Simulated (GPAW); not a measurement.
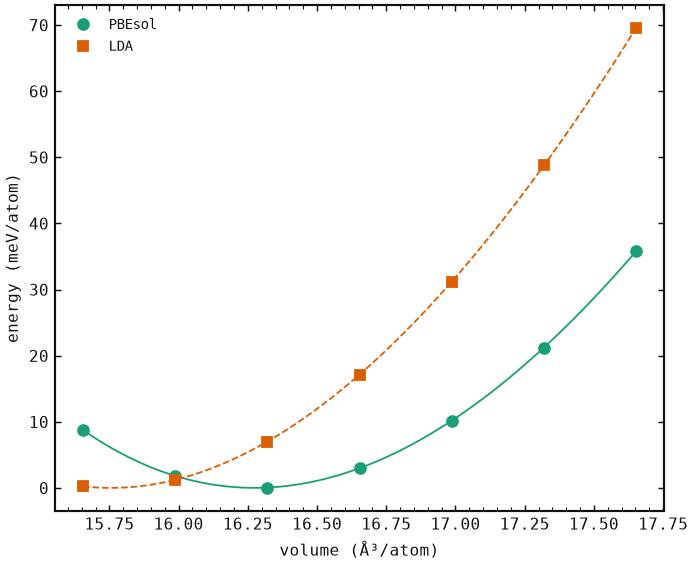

Method: PAW DFT in plane waves, on a grid or in atomic orbitals, no spin polarisation; energies at scaled volumes of the given cell, shape and fractions fixed, counted from the fit's minimum, third-order Birch-Murnaghan fit (GPAW 26.7.0). All runs: no spin polarisation.

```csv
setting,value
occupations,Fermi–Dirac
smearing width,0.05 eV
wave cutoff,600 eV
```

Energy against volume, with one curve for each functional, for TiAl (space group P-6m2).

Settings that differ: PBEsol: k mesh 11×11×6, potentials PAW-data-sets-made-by gpaw-setup-for-the-functional; LDA: k mesh 9×9×5, potentials GPAW-PAW-data-sets-(gpaw-data-1.2.1).

The fitted equilibrium volumes, smallest first, are LDA 15.756, PBEsol 16.274 Å³/atom. The fitted bulk moduli, smallest first, are PBEsol 111.8, LDA 117.7 GPa.

Note: shape and atomic fractions are frozen while scaling, which makes layered, chain and framework solids too stiff.
